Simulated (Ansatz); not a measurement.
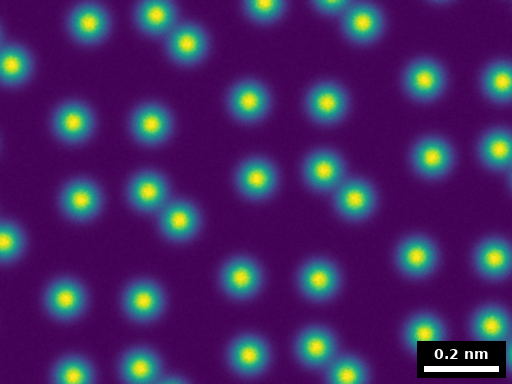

HAADF-like image of a crystal. Simulation: incoherent imaging, intensity Z^1.7 per atom, probe width 0.69 Å, thin sample. Shot noise was added.

Measure the repeat of the pattern.

Answer. The pattern repeats on a centred rectangular net of 6.3 × 7.4 Å.

What is the plane group of the image?

Answer. cm: mirror lines alternating with glide lines on a centred net, no rotation.

How many columns does the smallest repeating cell hold, and how many levels of brightness?

Answer. 5 columns in the primitive cell of 23.1 Å², all of one brightness.

The crystal is Ag (R3m, No. 160) seen along [211]. Atomic positions: the geometry relaxed with Ansatz, DFT PBE, scalar-relativistic, plane waves, PAW; the starting structure was generated, so it need not be a known form of this composition.
